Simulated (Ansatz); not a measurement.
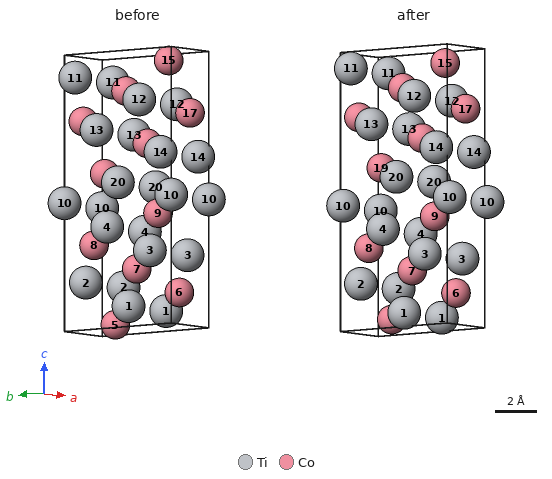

The structure of an interface cell of composition TiCo before (left) and after (right) a relaxation, at one scale.

Style: spheres-only. Shown: the cell of the calculation, from a free direction.

Case: symmetric tilt boundary Sigma 5 (2 1 0), mirror between planes, shift [0, 0.5].

Theory: DFT PBE, scalar-relativistic, plane waves, PAW in Ansatz 0.2.0.

Input
```yaml
crystal:
  lattice:
    - [2.9855872902, 0.0, 0.0]
    - [0.0, 6.6759761336, 0.0]
    - [0.0, 0.0, 13.6519522673]
  atoms:
    - { symbol: Ti, position: [0.0, 0.4, 0.0733518841] }
    - { symbol: Ti, position: [0.0, 0.8, 0.1711543962] }
    - { symbol: Ti, position: [0.0, 0.2, 0.2689569083] }
    - { symbol: Ti, position: [0.0, 0.6, 0.3667594204] }
    - { symbol: Co, position: [0.5, 0.7, 0.024450628], spin: 1.09 }
    - { symbol: Co, position: [0.5, 0.1, 0.1222531401], spin: 1.09 }
    - { symbol: Co, position: [0.5, 0.5, 0.2200556522], spin: 1.09 }
    - { symbol: Co, position: [0.5, 0.9, 0.3178581643], spin: 1.09 }
    - { symbol: Co, position: [0.5, 0.3, 0.4156606764], spin: 1.09 }
    - { symbol: Ti, position: [0.0, 1.0, 0.4645619324] }
    - { symbol: Ti, position: [0.0, 0.9, 0.9156606764] }
    - { symbol: Ti, position: [0.0, 0.3, 0.8178581643] }
    - { symbol: Ti, position: [0.0, 0.7, 0.7200556522] }
    - { symbol: Ti, position: [0.0, 0.1, 0.6222531401] }
    - { symbol: Co, position: [0.5, 0.2, 0.9645619324], spin: 1.09 }
    - { symbol: Co, position: [0.5, 0.6, 0.8667594204], spin: 1.09 }
    - { symbol: Co, position: [0.5, 0.0, 0.7689569083], spin: 1.09 }
    - { symbol: Co, position: [0.5, 0.4, 0.6711543962], spin: 1.09 }
    - { symbol: Co, position: [0.5, 0.8, 0.5733518841], spin: 1.09 }
    - { symbol: Ti, position: [0.0, 0.5, 0.524450628] }
basis:
  ecutwfc: 420
kpoints:
  mp_grid: { grid: [12, 6, 3] }
hamiltonian:
  xc: pbe
scf:
  occupations: { method: gaussian, width: 0.1 }
  lower_state_search: "off"
output:
  forces: true
  stress: true
  eigenvalues: true
  populations: true
  write_density: true
  write_potential: true
  elf: true
  volumetric_format: npy
magnetization:
  spin_polarized: true
relax:
  adjacent_minimum: "off"
  f_tol: 0.02
  max_steps: 60
  cell: { fix: [a, b, alpha, beta, gamma], stress_tol: 0.1 }
```

Command:
```bash
ansatz run input.yaml --threads 4 --pin off --max-ram 11264MiB --backend cpu --events-out ev --progress --plain --runs-dir out
```

Question: Summarise the run.

Answer: The largest moves relative to the cell, 0.34 Å, are those of Ti1 and Ti11. Ti1 goes along −c. Largest moves by element: Ti 0.34 Å, Co 0.25 Å. Cell: a unchanged at 2.986 Å, b unchanged at 6.676 Å, c 13.652 → 13.779 Å (+0.9 %). Volume +0.9 %. Some distances before and after: Ti10–Ti14 2.254 → 2.658 Å, Ti1–Ti12 3.551 → 3.168 Å, Co15–Co17 2.986 → 2.665 Å, Co5–Co16 2.254 → 2.473 Å. Over 5 accepted moves (6 points after the start) the energy falls by 2.016 eV per cell of the calculation. Largest force component: 2.2 eV/Å at the start, 0.015 eV/Å at the end. The pressure goes from −0.51 to −3.12 GPa. At 1 point the geometry stayed and the basis and grid were re-selected for the new cell (energy shift of 1.3 meV per cell of the calculation at most each time).
